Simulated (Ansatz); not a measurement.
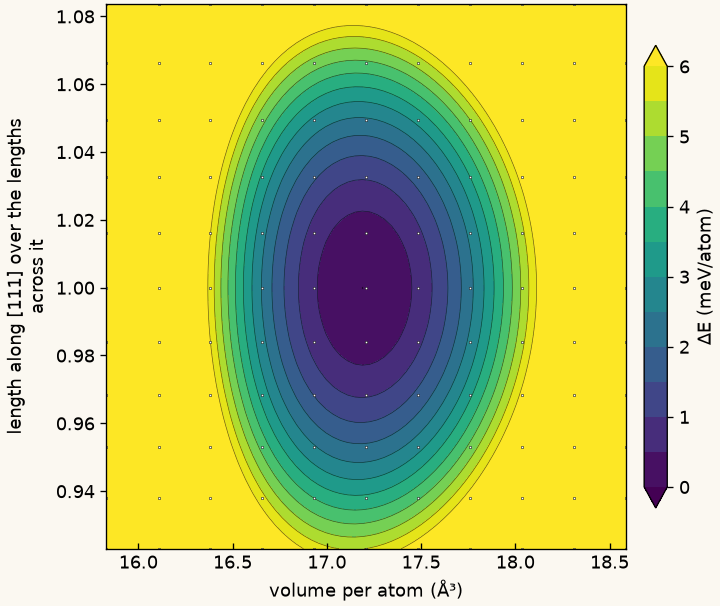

KF (Fm-3m, No. 225; 2 atoms in the cell). The energy is mapped over volume and the cell's shape. The first coordinate is: volume per atom; the second: length along [111] over the lengths across it, relative to the cubic cell. Nothing is relaxed (symmetry fixes all fractional coordinates). Grid: 11 × 11 points. Points are written as (first, second). All energies are given in meV/atom relative to the lowest grid point. These are results of Ansatz, DFT LDA, scalar-relativistic, plane waves, PAW, not measurements. Settings: cutoff 520 eV, k-mesh 8×8×8, gaussian smearing 0.05 eV, no spin polarisation.

In the figure: filled contours, dots at the grid points, one colour for all values above the top of the scale. Between grid points the surface is interpolated.

Question: Where is the minimum, and how stiff is the well along each coordinate?

Answer: The interpolated minimum is at volume per atom ≈ 17.196 Å³, the second coordinate ≈ 1.000. The curvatures there are about 0.032 eV/(Å³)² and 3.9 eV, with a cross term of about 0 eV/Å³ (per cell of 2 atoms). Round the minimum the two coordinates are nearly uncoupled.
